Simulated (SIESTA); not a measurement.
## A series of single points on ZnS

System: ZnS (12 atoms in the cell).
Method: Kohn-Sham DFT of a periodic cell, PBE, PseudoDojo 0.4 standard, converted to PSML, no spin polarisation (SIESTA 5.4.2).

The 7 runs differ only in the geometry, by an even scaling of the cell at fixed fractional positions. The structure derives from an entry of the Crystallography Open Database.

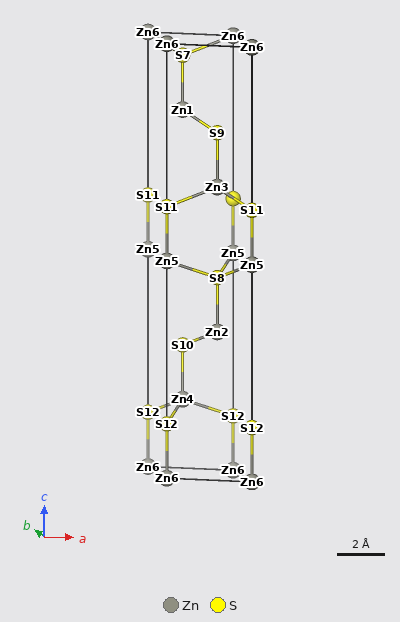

Figure 1. The structure of run 4 (ball-and-stick view of the cell of the calculation, seen slightly off an axis; atoms are numbered from 1 in the order of the input). An atom can appear more than once, as a periodic image.

**Input of run 4**
```
SystemName                      ZnS
SystemLabel                     ZnS
NumberOfSpecies                 2
NumberOfAtoms                   12
%block ChemicalSpeciesLabel
  1  30 Zn
  2  16 S
%endblock ChemicalSpeciesLabel

LatticeConstant                 1.0 Ang
%block LatticeVectors
     3.8120000000     0.0000000000     0.0000000000
    -1.9060000000     3.3012888392     0.0000000000
     0.0000000000     0.0000000000    18.6899900000
%endblock LatticeVectors
AtomicCoordinatesFormat         Fractional
%block AtomicCoordinatesAndAtomicSpecies
     0.3333333333     0.6666666667     0.8333300000  1  Zn
     0.6666666667     0.3333333333     0.3333300000  1  Zn
     0.6666666667     0.3333333333     0.6666700000  1  Zn
     0.3333333333     0.6666666667     0.1666700000  1  Zn
     0.0000000000     0.0000000000     0.5000000000  1  Zn
     0.0000000000     0.0000000000     0.0000000000  1  Zn
     0.3333333333     0.6666666667     0.9583300000  2  S
     0.6666666667     0.3333333333     0.4583300000  2  S
     0.6666666667     0.3333333333     0.7916700000  2  S
     0.3333333333     0.6666666667     0.2916700000  2  S
     0.0000000000     0.0000000000     0.6250000000  2  S
     0.0000000000     0.0000000000     0.1250000000  2  S
%endblock AtomicCoordinatesAndAtomicSpecies

%block kgrid.MonkhorstPack
    8   0   0  0.0
    0   8   0  0.0
    0   0   2  0.0
%endblock kgrid.MonkhorstPack
XC.Functional                   GGA
XC.Authors                      PBE
PAO.BasisSize                   DZP
PAO.EnergyShift                 0.003 Ry
Mesh.Cutoff                     800 Ry
OccupationFunction              FD
ElectronicTemperature           0.05 eV
MaxSCFIterations                120
SCF.MustConverge                false
SCF.Mixer.Method                Pulay
SCF.Mixer.Weight                0.25
SCF.Mixer.History               8
SCF.DM.Tolerance                5.0e-05
SCF.H.Tolerance                 1.0e-03 eV
WriteForces                     true
Charge.Mulliken                 end
Charge.Hirshfeld                end
Charge.Voronoi                  end
SaveRho                         true
SaveElectrostaticPotential      true
%block PAO.Basis
  Zn 5
  n=3 0 2
    2.271 0.000
  n=4 0 2
    6.330 0.000
  n=3 1 2
    2.532 0.000
  n=4 1 1
    6.330
  n=3 2 2
    4.164 0.000
%endblock PAO.Basis
```

Command:
```bash
siesta < ZnS.fdf > ZnS.out 2>&1
```

Lattice vectors (Å) and fractional positions of run 4:
```
   3.812000    0.000000    0.000000
  -1.906000    3.301289    0.000000
   0.000000    0.000000   18.689990
Zn  0.333333  0.666667  0.833330
Zn  0.666667  0.333333  0.333330
Zn  0.666667  0.333333  0.666670
Zn  0.333333  0.666667  0.166670
Zn  0.000000  0.000000  0.500000
Zn  0.000000  0.000000  0.000000
S   0.333333  0.666667  0.958330
S   0.666667  0.333333  0.458330
S   0.666667  0.333333  0.791670
S   0.333333  0.666667  0.291670
S   0.000000  0.000000  0.625000
S   0.000000  0.000000  0.125000
```

Run 2 has the same physical settings and fractional positions; its lattice vectors (Å) are:
```
   3.760480    0.000000    0.000000
  -1.880240    3.256671    0.000000
   0.000000    0.000000   18.437392
```

**Results, with one run withheld**

```tsv
run	volume per atom (Å³)	free energy per atom, from the lowest run given (meV)	pressure (GPa)	gap on the mesh (eV)
1	18.424	47.84	8.61	2.92
2	18.816	?	?	?
3	19.208	15.51	4.41	2.67
4	19.600	6.71	2.91	2.56
5	19.992	1.39	1.36	2.44
6	20.384	0.00	−0.07	2.33
7	20.776	1.83	−1.40	2.23
```

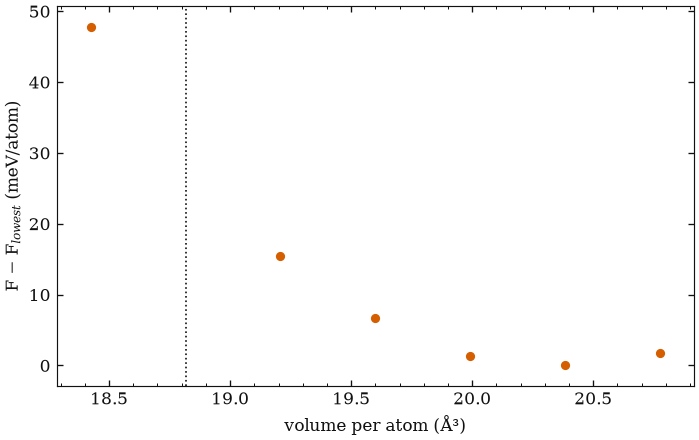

Figure 2. Free energy per atom of the runs given; the dotted line marks run 2.

Estimate the energy of run 2 from the others.

A cubic polynomial in V^(−2/3) (the Birch–Murnaghan form), fitted to the 6 runs given, misses them by at most 0.18 meV per atom. With x = V^(−2/3) − 0.13707 Å⁻², it reads F = 4.7913 + 3261.4 x + 5.6146e+05 x² + 1.4864e+06 x³ (meV per atom). At run 2 it gives 29.20 meV per atom, and the run itself gives 29.02. The slope of the fit gives a pressure −dF/dV of 6.55 GPa there, and the run prints 6.70 GPa. The two needn't agree exactly: the fit is approximate, and the printed stress is taken on a finite basis. The fit has its minimum at 20.357 Å³ per atom, where V d²F/dV² gives 69 GPa. Cell shape and fractional positions are held, so this is the stiffness under even scaling; the relaxed bulk modulus wasn't computed. The gap on the mesh goes, without turning, from 2.92 eV in run 1 to 2.23 eV in run 7; run 2 has 2.79 eV. These are gaps of this functional on this mesh, which can miss the band edges; they aren't the measured gap.

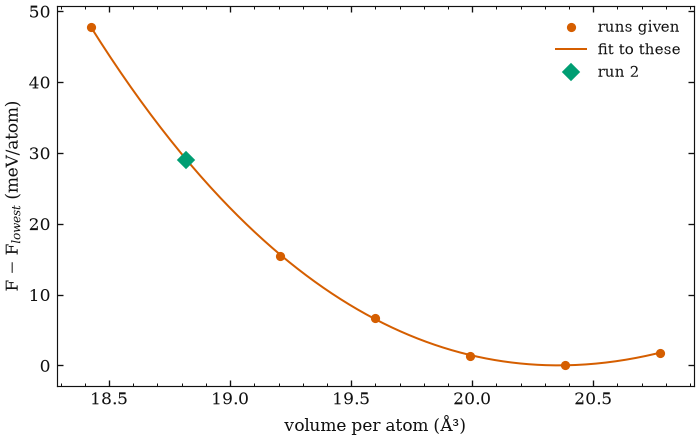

Figure 3. The fit and the withheld run.

**Some lines of the output (run 2)**
```
[...]
outcell: Cell volume (Ang**3)        :    225.7962
stepf: Fermi-Dirac step function
siesta: Etot    =    -35862.509161
siesta: FreeEng =    -35862.509163
        iscf     Eharris(eV)        E_KS(eV)     FreeEng(eV)     dDmax    Ef(eV) dHmax(eV)
siesta: E_KS(eV) =           -35934.9527
siesta: E_KS - E_eggbox =    -35934.9527
siesta: Etot    =    -35934.952671
siesta: FreeEng =    -35934.952671
siesta:         Fermi =      -2.800302
siesta: Cell volume =        225.796246 Ang**3
    Orbital volume contribution        =           6.708267 eV
```

Notes: Points of doubt noted for this run: mulliken charges of long orbitals; valence orbitals made in semicore potential. With a small basis of atomic orbitals these values can differ much from converged plane-wave results.
